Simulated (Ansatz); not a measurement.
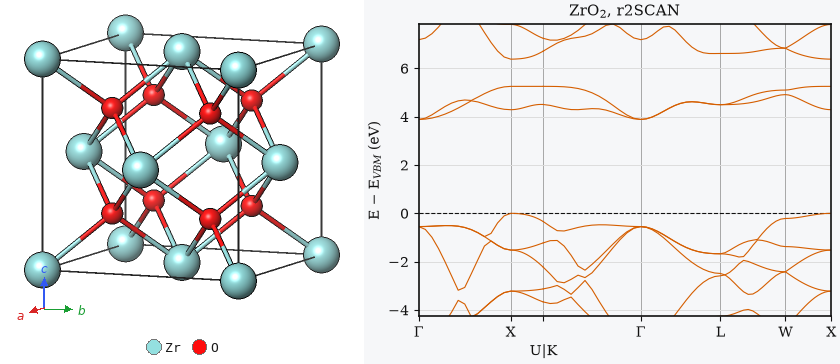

Band structure, beside the structure. Energies are counted from the top of the valence band.

This input was run:

```
crystal:
  lattice:
    - [0.0, 2.5447179883, 2.5447179883]
    - [2.5447179883, 0.0, 2.5447179883]
    - [2.5447179883, 2.5447179883, 0.0]
  atoms:
    - { symbol: Zr, position: [0.0, 0.0, 0.0] }
    - { symbol: O, position: [0.25, 0.25, 0.25] }
    - { symbol: O, position: [0.75, 0.75, 0.75] }
basis:
  ecutwfc: 500
kpoints:
  mp_grid: { grid: [8, 8, 8] }
  band_path:
    path:
      - [[0.0, 0.0, 0.0], [0.5, 0.0, 0.5], [0.625, 0.25, 0.625]]
      - [[0.375, 0.375, 0.75], [0.0, 0.0, 0.0], [0.5, 0.5, 0.5], [0.5, 0.25, 0.75], [0.5, 0.0, 0.5]]
    npoints: 14
hamiltonian:
  xc: r2scan
scf:
  occupations: { method: gaussian, width: 0.02 }
  n_extra_bands: 7
output:
  forces: true
  stress: true
  eigenvalues: true
  populations: true
  dos: { projected: true, de: 0.02, nscf_kmesh: { grid: [12, 12, 12] } }
  bader: true
  write_density: true
  write_potential: true
  elf: true
  volumetric_format: npy
```

Command:
```bash
ansatz run input.yaml --threads 1 --pin off --max-ram 2560MiB --backend cpu --events-out ev --progress --plain --runs-dir out
```

### Is there a gap? Give its size, its kind and where the band edges lie.

The material is gapped. The gap along this path is 3.89 eV and indirect, from the valence-band top at X to the conduction-band bottom at Γ; the smallest direct gap is 4.29 eV, at X.

### How many bands meet at the valence-band top?

The top valence level at X is a single band, not degenerate (spin aside).

### What are the direct gaps at W, X and L?

The direct gaps are 5.13 eV at W, 4.29 eV at X and 6.17 eV at L.
